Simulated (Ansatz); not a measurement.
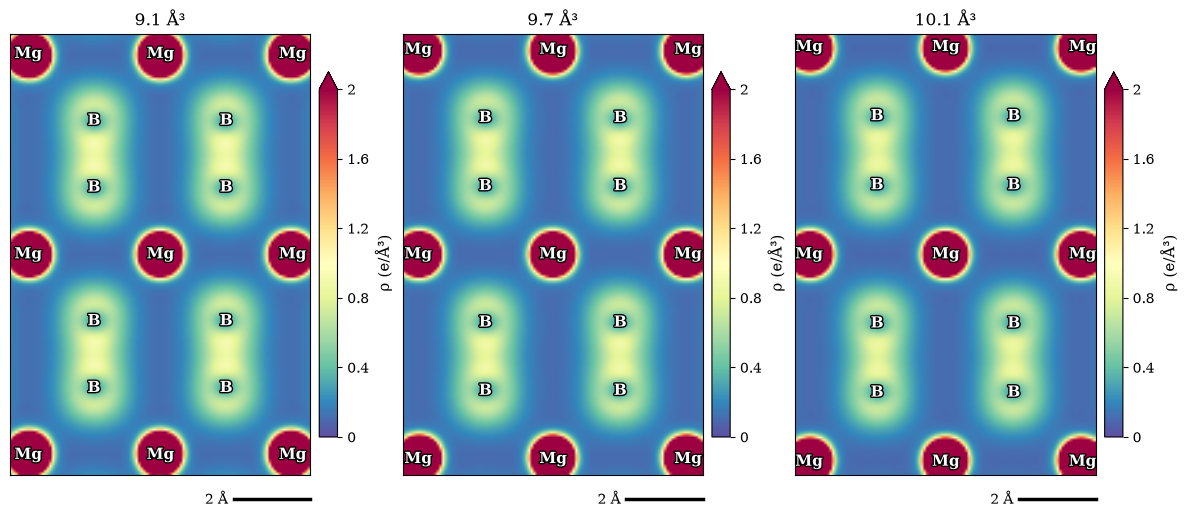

MgB2. The valence pseudo-density of cells scaled evenly to different volumes (given per atom above each panel), on the (110) plane of each (indices in the axes of the cell below), at one length scale and on one colour scale.

The calculation used Kohn-Sham DFT of a periodic cell, PBE, Ansatz PAW in Ansatz 0.2.0.

The density is the valence pseudo-density of a PAW calculation; it isn't the true density close to the nuclei.

The largest cell:

```
CELL_PARAMETERS angstrom
3.12560 0.00000 0.00000
-1.56280 2.70685 0.00000
0.00000 0.00000 3.56936
ATOMIC_POSITIONS crystal
Mg 0.00000 0.00000 0.00000
B 0.66667 0.33333 0.50000
B 0.33333 0.66667 0.50000
```

| volume (Å³/atom) | B–B contact in the plane (Å) | ρ at its midpoint (e/Å³) | pressure (GPa) | 
| --- | --- | --- | --- |
| 9.10 | 1.745 | 0.871 | 9.4 | 
| 9.68 | 1.781 | 0.823 | −0.9 | 
| 9.87 | 1.793 | ? | ? | 
| 10.07 | 1.805 | 0.794 | −6.3 | 

### What values belong in the row with question marks?

Over the known rows ln ρ falls by 1.55 per Å of B–B distance (a least-squares line), which gives 0.808 e/Å³ at 1.793 Å; the calculation gives 0.808 e/Å³. For the pressure, a straight line in volume between the neighbouring rows gives −3.5 GPa; the calculation gives −3.7.
